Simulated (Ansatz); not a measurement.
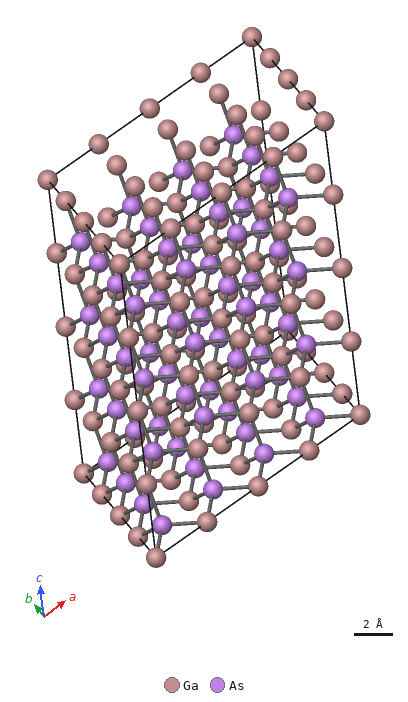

Figure 1. The starting structure (ball-and-stick view of the cell of the calculation, seen slightly off an axis). Near neighbours in the crystal (not all of them lie inside the picture): Ga has 4 As at 2.45 Å; As has 4 Ga at 2.45 Å.

## Ga64As64: geometry relaxation (part 1 of 3)

The run: geometry relaxation of Ga64As64 (128 atoms in the cell). Method and program: DFT, PBEsol, PAW, plane waves (Ansatz 0.2.0).

The structure was built on a prototype by a generator.

**The program's output**
```
Pseudopotentials: kind: paw
Functional definition: PBEsol
  exchange = pbesol_x
  correlation = pbesol_c
Crystal: 128 atoms, lattice volume = 2901.144 Å³
Basis set: ecut = 420 eV, 56833 PW (Γ), exchange–correlation on 216×216×216 points (8 copies of the dense FFT grid, shifted against one another)
Bands: 1076, of which v1, the nominal top of the filled ones, is band 896 counted from 1 (895 counted from 0)
Symmetry: 384 space group operations
k-points: 1
Non-local potential: Ga, projectors of the file, l = 0: 2, l = 1: 2, l = 2: 3, l = 3: 1
Non-local potential: As, projectors of the file, l = 0: 2, l = 1: 2, l = 2: 3, l = 3: 1
PAW form: soft (Blöchl's): semilocal exchange-correlation on the pseudo side does not see the compensation charge
PAW frozen core: Ga, regenerated for the run's functional, and the local potential with it (the file was generated under x = pbe(κ = 0.804, μ = 0.2195149727645171), c = pbe(β = 0.06672455060314922))
PAW frozen core: As, regenerated for the run's functional, and the local potential with it (the file was generated under x = pbe(κ = 0.804, μ = 0.2195149727645171), c = pbe(β = 0.06672455060314922))
PAW one-centre angular grid: Ga, 590 points (default); XC on 64 Gauss nodes
PAW one-centre angular grid: As, 590 points (default); XC on 64 Gauss nodes
Initial density: superposition of atomic densities (neutral atoms: chi_scale 0, normalization atom), corrected by the library's trained network
Initial wavefunctions: pseudopotential atomic-orbital guess
Functional: x = pbesol(κ = 0.804, μ = 0.12345679012345678), c = pbesol(β = 0.046)
SCF iter   1: F=—  HF=-547639.005433 eV  |F-HF|=—  |Δ(HF+E_count)|=         —  Δρ=4.15e-3  dr2=6.46e-1  ethr=1.77e-3  ⟨swp⟩=6.0  Hψ=3576  notcnv=0
preconditioner: auto → Resta (q_TF=auto, 2.518 Å⁻¹)  ε∞=3.7  [insulator: Δε(μ)=1.256 eV  Ē_g=14.362 eV  σ=0.010 eV  W_gap=1.00  n_scr=748 (ndim 8)  ℏωp=23.4 eV  f_vac=0.091  D(μ)=0.00/eV (n_scr^D=0)  ε∞_Penn≈3.7]
SCF iter   2: F=—  HF=-547638.784121 eV  |F-HF|=—  |Δ(HF+E_count)|=   2.21e-1  Δρ=2.11e-3  dr2=1.68e-1  ethr=3.61e-5  ⟨swp⟩=2.0  Hψ=1452  notcnv=0  defer=176
SCF iter   3: F=—  HF=-547638.767294 eV  |F-HF|=—  |Δ(HF+E_count)|=   1.68e-2  Δρ=5.82e-4  dr2=1.57e-2  ethr=9.39e-6  ⟨swp⟩=2.0  Hψ=1158  notcnv=0  defer=176
SCF iter   4: F=—  HF=-547638.772033 eV  |F-HF|=—  |Δ(HF+E_count)|=   4.74e-3  Δρ=2.02e-4  dr2=1.96e-3  ethr=8.74e-7  ⟨swp⟩=2.0  Hψ=1800  notcnv=0  defer=176
SCF iter   5: F=—  HF=-547638.765757 eV  |F-HF|=—  |Δ(HF+E_count)|=   6.28e-3  Δρ=1.10e-4  dr2=2.56e-4  ethr=1.09e-7  ⟨swp⟩=2.0  Hψ=1796  notcnv=0  defer=176
SCF iter   6: F=—  HF=-547638.770135 eV  |F-HF|=—  |Δ(HF+E_count)|=   4.38e-3  Δρ=3.58e-5  dr2=2.32e-5  ethr=1.43e-8  ⟨swp⟩=2.0  Hψ=1476  notcnv=0  defer=176
SCF iter   7: F=—  HF=-547638.770106 eV  |F-HF|=—  |Δ(HF+E_count)|=   2.95e-5  Δρ=1.19e-5  dr2=2.84e-6  ethr=1.29e-9  ⟨swp⟩=2.0  Hψ=1796  notcnv=0  defer=176
SCF iter   8: F=—  HF=-547638.770107 eV  |F-HF|=—  |Δ(HF+E_count)|=   1.47e-6  Δρ=2.50e-6  dr2=1.49e-7  ethr=1.58e-10  ⟨swp⟩=2.0  Hψ=1796  notcnv=0  defer=176
SCF iter   9: F=-547638.770107 eV  HF=-547638.770107 eV  |F-HF|=5.12e-9  |Δ(HF+E_count)|=   2.39e-7  Δρ=3.35e-7  dr2=3.26e-9  ethr=5.58e-12  ⟨swp⟩=9.0  Hψ=4980  notcnv=0
SCF 1 converged in 9 iterations: F = -547638.770107 eV  dr2 = 3.26e-9
  greatest PAW one-centre occupation: 0.999 electrons in one spin orbital (limit 2), on the As atom at site 127 (counted from 0), in its partial waves of l = 2
relax step   1: F+E_penalty+E_count = -547638.77010731 eV  Δ(F+E_penalty+E_count) = +0.000e0 eV  max|allowed force component| = 5.785e-3 eV/Å  Δτ_max = 0.0000 Å  P = -0.035 GPa  Ω = 2901.144 Å³  fix = [alpha, beta, gamma, b/a, c/a]  reactions: alpha +0.697, beta +0.697, gamma +0.697 GPa/rad  (9 SCF iters, dr2 threshold 1.00e-7 eV, accepted)
Initial density: handed on by an earlier stage of this run
Initial wavefunctions: pseudopotential atomic-orbital guess (no wavefunctions were taken with the density)
iter 1 solved again at ethr=1.21e-7 eV; its pass at ethr=3.10e-3 eV (dr2=2.16e-3 eV) is discarded
SCF iter   1: F=—  HF=-547638.765506 eV  |F-HF|=—  |Δ(HF+E_count)|=         —  Δρ=4.51e-7  dr2=5.11e-9  ethr=1.21e-7  ⟨swp⟩=3.0  Hψ=6511  notcnv=0
eigensolver tolerance schedule: the retry pair's looser diagonalisation over-reported the residual by 423254.63 of it (diagonalisation noise at an unbounded share of the residual, at the tolerance the schedule requests for it); recorded, not acted on — ethr = c·dr2/N_el stays at c = 1.0e-1
preconditioner: auto → Resta (q_TF=auto, 2.518 Å⁻¹)  ε∞=3.6  [insulator: Δε(μ)=1.264 eV  Ē_g=14.384 eV  σ=0.010 eV  W_gap=1.00  n_scr=748 (ndim 8)  ℏωp=23.4 eV  f_vac=0.072  D(μ)=0.00/eV (n_scr^D=0)  ε∞_Penn≈3.6]
SCF iter   2: F=—  HF=-547638.770107 eV  |F-HF|=—  |Δ(HF+E_count)|=   4.60e-3  Δρ=3.33e-7  dr2=2.83e-9  ethr=1.00e-12  ⟨swp⟩=3.0  Hψ=2868  notcnv=0
SCF iter   3: F=—  HF=-547638.770107 eV  |F-HF|=—  |Δ(HF+E_count)|=   3.73e-9  Δρ=2.37e-7  dr2=1.42e-9  ethr=1.00e-12  ⟨swp⟩=2.0  Hψ=1396  notcnv=0
SCF iter   4: F=-547638.770107 eV  HF=-547638.770107 eV  |F-HF|=6.98e-10  |Δ(HF+E_count)|=   1.63e-9  Δρ=8.03e-8  dr2=1.89e-10  ethr=1.00e-12  ⟨swp⟩=4.0  Hψ=3188  notcnv=0
SCF 2 converged in 4 iterations: F = -547638.770107 eV  dr2 = 1.89e-10
relax step   2: F+E_penalty+E_count = -547638.77010730 eV  Δ(F+E_penalty+E_count) = +3.492e-9 eV  max|allowed force component| = 5.785e-3 eV/Å  Δτ_max = 0.0000 Å  P = -0.035 GPa  Ω = 2901.144 Å³  fix = [alpha, beta, gamma, b/a, c/a]  reactions: alpha +0.697, beta +0.697, gamma +0.697 GPa/rad  stress off target by 3.54e-2 GPa on what of the cell is left free  SCF on the basis re-selected at this ce
SCF converged after 4 iterations
Free energy (F): -547638.770107 eV
Harris-Foulkes:  -547638.770107 eV  (|F-HF|=6.98e-10)
Internal energy: -547638.770107 eV  (E = F + TS)
E sigma→0 (E₀):  -547638.770107 eV
Fermi energy:    8.408115 eV
--- Per-component energies (eV) ---
  E_band       = -20306.232511
  E_kinetic    = 14037.814647
  E_local      = -251120.252490  (includes V_loc(G=0)·N_el)
  E_nonlocal   = -15506.330839
  E_hartree    = 126316.964980
  E_xc         = -9421.556076
  E_vxc        = -8793.065381  (∫ρ·V_xc dr)
  E_paw        = -239536.153903  (= ΣΔE_a)
  E_vpaw       = -11558.318917  (= ΣTr[D̂ρ^β])
  E_aug_tail   = -0.008704  (compensation charges beyond the density's cutoff)
  E_ewald      = -172526.329739
  E_core_change = 117.082016  (= ΣΔE_core)
  E_smearing   = -0.000000  (= −TS)
  E_closure    = -0.000000  (closes the sum)
  Σ components = -547638.770107   (vs F -547638.770107, Δ=0.00e0)
--- Forces (eV/Å), atoms counted from 1 ---
  atom   1  Ga     0.00578501     0.00578501     0.00578501
  atom   2  Ga     0.00578501     0.00578501     0.00578501
  atom   3  Ga     0.00578501     0.00578501     0.00578501
  atom   4  Ga     0.00578501     0.00578501     0.00578501
  atom   5  Ga     0.00578501     0.00578501     0.00578501
  atom   6  Ga     0.00578501     0.00578501     0.00578501
  atom   7  Ga     0.00578501     0.00578501     0.00578501
  atom   8  Ga     0.00578501     0.00578501     0.00578501
  atom   9  Ga     0.00578501     0.00578501     0.00578501
  atom  10  Ga     0.00578501     0.00578501     0.00578501
  atom  11  Ga     0.00578501     0.00578501     0.00578501
  atom  12  Ga     0.00578501     0.00578501     0.00578501
  atom  13  Ga     0.00578501     0.00578501     0.00578501
  atom  14  Ga     0.00578501     0.00578501     0.00578501
  atom  15  Ga     0.00578501     0.00578501     0.00578501
  atom  16  Ga     0.00578501     0.00578501     0.00578501
  atom  17  Ga     0.00578501     0.00578501     0.00578501
  atom  18  Ga     0.00578501     0.00578501     0.00578501
  atom  19  Ga     0.00578501     0.00578501     0.00578501
  atom  20  Ga     0.00578501     0.00578501     0.00578501
  atom  21  Ga     0.00578501     0.00578501     0.00578501
  atom  22  Ga     0.00578501     0.00578501     0.00578501
  atom  23  Ga     0.00578501     0.00578501     0.00578501
  atom  24  Ga     0.00578501     0.00578501     0.00578501
  atom  25  Ga     0.00578501     0.00578501     0.00578501
  atom  26  Ga     0.00578501     0.00578501     0.00578501
  atom  27  Ga     0.00578501     0.00578501     0.00578501
  atom  28  Ga     0.00578501     0.00578501     0.00578501
  atom  29  Ga     0.00578501     0.00578501     0.00578501
  atom  30  Ga     0.00578501     0.00578501     0.00578501
  atom  31  Ga     0.00578501     0.00578501     0.00578501
  atom  32  Ga     0.00578501     0.00578501     0.00578501
  atom  33  Ga     0.00578501     0.00578501     0.00578501
  atom  34  Ga     0.00578501     0.00578501     0.00578501
  atom  35  Ga     0.00578501     0.00578501     0.00578501
  atom  36  Ga     0.00578501     0.00578501     0.00578501
  atom  37  Ga     0.00578501     0.00578501     0.00578501
  atom  38  Ga     0.00578501     0.00578501     0.00578501
  atom  39  Ga     0.00578501     0.00578501     0.00578501
  atom  40  Ga     0.00578501     0.00578501     0.00578501
  atom  41  Ga     0.00578501     0.00578501     0.00578501
  atom  42  Ga     0.00578501     0.00578501     0.00578501
  atom  43  Ga     0.00578501     0.00578501     0.00578501
  atom  44  Ga     0.00578501     0.00578501     0.00578501
  atom  45  Ga     0.00578501     0.00578501     0.00578501
  atom  46  Ga     0.00578501     0.00578501     0.00578501
  atom  47  Ga     0.00578501     0.00578501     0.00578501
  atom  48  Ga     0.00578501     0.00578501     0.00578501
  atom  49  Ga     0.00578501     0.00578501     0.00578501
  atom  50  Ga     0.00578501     0.00578501     0.00578501
  atom  51  Ga     0.00578501     0.00578501     0.00578501
  atom  52  Ga     0.00578501     0.00578501     0.00578501
  atom  53  Ga     0.00578501     0.00578501     0.00578501
  atom  54  Ga     0.00578501     0.00578501     0.00578501
  atom  55  Ga     0.00578501     0.00578501     0.00578501
  atom  56  Ga     0.00578501     0.00578501     0.00578501
  atom  57  Ga     0.00578501     0.00578501     0.00578501
  atom  58  Ga     0.00578501     0.00578501     0.00578501
  atom  59  Ga     0.00578501     0.00578501     0.00578501
  atom  60  Ga     0.00578501     0.00578501     0.00578501
  atom  61  Ga     0.00578501     0.00578501     0.00578501
  atom  62  Ga     0.00578501     0.00578501     0.00578501
  atom  63  Ga     0.00578501     0.00578501     0.00578501
  atom  64  Ga     0.00578501     0.00578501     0.00578501
  atom  65  As    -0.00578506    -0.00578506    -0.00578506
  atom  66  As    -0.00578506    -0.00578506    -0.00578506
  atom  67  As    -0.00578506    -0.00578506    -0.00578506
  atom  68  As    -0.00578506    -0.00578506    -0.00578506
  atom  69  As    -0.00578506    -0.00578506    -0.00578506
  atom  70  As    -0.00578506    -0.00578506    -0.00578506
  atom  71  As    -0.00578506    -0.00578506    -0.00578506
  atom  72  As    -0.00578506    -0.00578506    -0.00578506
  atom  73  As    -0.00578506    -0.00578506    -0.00578506
  atom  74  As    -0.00578506    -0.00578506    -0.00578506
  atom  75  As    -0.00578506    -0.00578506    -0.00578506
  atom  76  As    -0.00578506    -0.00578506    -0.00578506
  atom  77  As    -0.00578506    -0.00578506    -0.00578506
  atom  78  As    -0.00578506    -0.00578506    -0.00578506
  atom  79  As    -0.00578506    -0.00578506    -0.00578506
  atom  80  As    -0.00578506    -0.00578506    -0.00578506
  atom  81  As    -0.00578506    -0.00578506    -0.00578506
  atom  82  As    -0.00578506    -0.00578506    -0.00578506
  atom  83  As    -0.00578506    -0.00578506    -0.00578506
  atom  84  As    -0.00578506    -0.00578506    -0.00578506
  atom  85  As    -0.00578506    -0.00578506    -0.00578506
  atom  86  As    -0.00578506    -0.00578506    -0.00578506
  atom  87  As    -0.00578506    -0.00578506    -0.00578506
  atom  88  As    -0.00578506    -0.00578506    -0.00578506
  atom  89  As    -0.00578506    -0.00578506    -0.00578506
  atom  90  As    -0.00578506    -0.00578506    -0.00578506
  atom  91  As    -0.00578506    -0.00578506    -0.00578506
  atom  92  As    -0.00578506    -0.00578506    -0.00578506
  atom  93  As    -0.00578506    -0.00578506    -0.00578506
  atom  94  As    -0.00578506    -0.00578506    -0.00578506
  atom  95  As    -0.00578506    -0.00578506    -0.00578506
  atom  96  As    -0.00578506    -0.00578506    -0.00578506
  atom  97  As    -0.00578506    -0.00578506    -0.00578506
  atom  98  As    -0.00578506    -0.00578506    -0.00578506
  atom  99  As    -0.00578506    -0.00578506    -0.00578506
  atom 100  As    -0.00578506    -0.00578506    -0.00578506
  atom 101  As    -0.00578506    -0.00578506    -0.00578506
  atom 102  As    -0.00578506    -0.00578506    -0.00578506
  atom 103  As    -0.00578506    -0.00578506    -0.00578506
  atom 104  As    -0.00578506    -0.00578506    -0.00578506
  atom 105  As    -0.00578506    -0.00578506    -0.00578506
  atom 106  As    -0.00578506    -0.00578506    -0.00578506
  atom 107  As    -0.00578506    -0.00578506    -0.00578506
  atom 108  As    -0.00578506    -0.00578506    -0.00578506
  atom 109  As    -0.00578506    -0.00578506    -0.00578506
  atom 110  As    -0.00578506    -0.00578506    -0.00578506
  atom 111  As    -0.00578506    -0.00578506    -0.00578506
  atom 112  As    -0.00578506    -0.00578506    -0.00578506
  atom 113  As    -0.00578506    -0.00578506    -0.00578506
  atom 114  As    -0.00578506    -0.00578506    -0.00578506
  atom 115  As    -0.00578506    -0.00578506    -0.00578506
  atom 116  As    -0.00578506    -0.00578506    -0.00578506
  atom 117  As    -0.00578506    -0.00578506    -0.00578506
  atom 118  As    -0.00578506    -0.00578506    -0.00578506
  atom 119  As    -0.00578506    -0.00578506    -0.00578506
  atom 120  As    -0.00578506    -0.00578506    -0.00578506
  atom 121  As    -0.00578506    -0.00578506    -0.00578506
  atom 122  As    -0.00578506    -0.00578506    -0.00578506
  atom 123  As    -0.00578506    -0.00578506    -0.00578506
  atom 124  As    -0.00578506    -0.00578506    -0.00578506
  atom 125  As    -0.00578506    -0.00578506    -0.00578506
  atom 126  As    -0.00578506    -0.00578506    -0.00578506
  atom 127  As    -0.00578506    -0.00578506    -0.00578506
  atom 128  As    -0.00578506    -0.00578506    -0.00578506
  max |Σ_I F_I| component: 3.73e-6 eV/Å
--- Stress (GPa, compression-positive) ---
       -0.035355      -0.805230      -0.805230
       -0.805230      -0.035355      -0.805230
       -0.805230      -0.805230      -0.035355
  P = ⅓ Tr σ = -0.0354 GPa (-0.354 kbar)
--- Band table (eV) ---
  k-point 0: bands = ["-27.1720", "-27.1720", "-27.1718", "-27.1718", "-27.1716", "-27.1716", "-27.1716", "-27.1716", "-27.1716", "-27.1716", ... 866 levels left out ..., "6.8601", "6.8601", "6.8601", "6.8601", "6.8601", "6.8601", "6.9912", "6.9912", "6.9912", "6.9912", "7.2891", "7.2891", "7.2891", "7.2891", "7.2891", "7.2891", "7.7729", "7.7729", "7.7729", "7.7729", "9.0364", "9.0364", "9.5153", "9.5153", "9.6199", "9.6199", "9.6199", "9.6199", "9.6199",
      "9.6199", "10.0068", "10.0068", "10.0068", "10.0068", "10.0068", "10.0068", "10.0456", "10.0456", "10.0456", "10.0456", "10.0456", "10.0456", "10.2532", "10.2532", "10.2532", "10.2532", "10.2532", "10.2532", "10.3346", "10.3346", "10.3346", "10.3346", "10.3346", "10.3346", "10.4783", "10.4783", "10.4783", "10.4783", "10.4783", "10.4783", "10.5988", "10.5988", "10.5988", "10.5988", "10.5988", "10.5988", "10.9302", "10.9302", "10.9302",
      "10.9302", "10.9302", "10.9302", "10.9302", "10.9302", "10.9302", "10.9302", "10.9302", "10.9302", "11.0347", "11.0347", "11.0347", "11.0347", "11.0347", "11.0347", "11.0347", "11.0347", "11.0347", "11.0347", "11.0347", "11.0347", "11.2517", "11.2517", "11.2517", "11.2517", "11.2517", "11.2517", "11.3741", "11.3741", "11.3741", "11.3741", "11.3741", "11.3741", "12.0559", "12.0559", "12.0559", "12.0559", "12.1278", "12.1278", "12.1278",
      "12.1278", "12.1278", "12.1278", "12.1278", "12.1278", "12.1278", "12.1278", "12.1278", "12.1278", "12.1360", "12.1360", "12.2749", "12.2749", "12.2749", "12.2749", "12.2749", "12.2749", "12.6435", "12.6435", "12.6435", "12.6435", "12.6435", "12.6435", "12.6435", "12.6435", "12.6435", "12.6435", "12.6435", "12.6435", "12.6520", "12.6520", "12.6520", "12.6520", "12.6805", "12.6805", "12.6805", "12.6805", "12.6805", "12.6805", "12.7164",
      "12.7164", "12.7164", "12.7164", "12.7164", "12.7164", "13.2722", "13.2722", "13.2722", "13.2722", "13.2722", "13.2722", "13.3813", "13.3813", "13.3813", "13.3813", "13.3813", "13.3813", "13.4058", "13.4058", "13.4058", "13.4058", "13.4058", "13.4058", "13.4539", "13.4539", "13.4539", "13.4539", "13.4539", "13.4539", "13.4539", "13.4539", "13.4539", "13.4539", "13.4539", "13.4539", "13.4699", "13.4699", "13.4699", "13.4699", "13.4699",
      "13.4699", "13.8210", "13.8210", "13.8210", "13.8210", "13.8210", "13.8210", "13.8210", "13.8210", "13.8210", "13.8210"]
```
